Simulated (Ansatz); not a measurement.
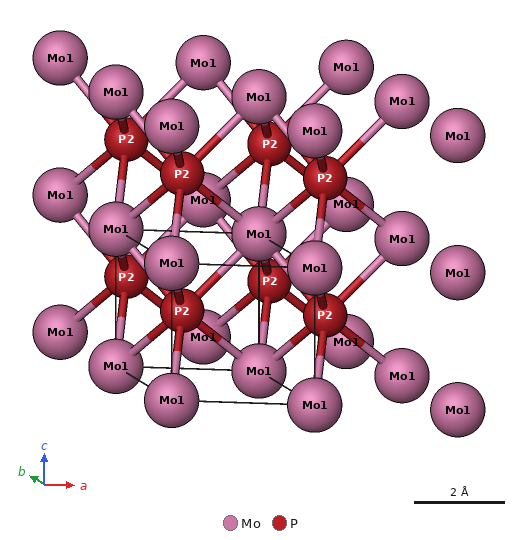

Reference structure: a crystal of MoP (set up in P-6m2). A ball-and-stick model of the cell of the calculation, repeated 2 × 2 × 2 with one cell outlined, seen slightly off an axis.

Method: DFT r2SCAN, scalar-relativistic, plane waves, PAW in Ansatz 0.2.0. (plane-wave cutoff 500 eV; k-point mesh 18 × 18 × 14; occupations gaussian; smearing width 0.1 eV; no spin polarisation)

The variant: The volume is changed by +3.0 %. The cell's shape and the atoms are relaxed at that volume.

Q: Predict the response.

A: The energy rises by 8.7 meV per atom. The pressure goes from 0.0 to −6.2 GPa. Cell: a = b 3.235 → 3.273 Å (+1.2 %), c 3.182 → 3.201 Å (+0.6 %). Volume +3.0 %. No atom moves by more than 0.005 Å relative to the cell. Among the bonded contacts that change: Mo–P 2.453 → 2.476 Å. The space group stays P-6m2 (No. 187).
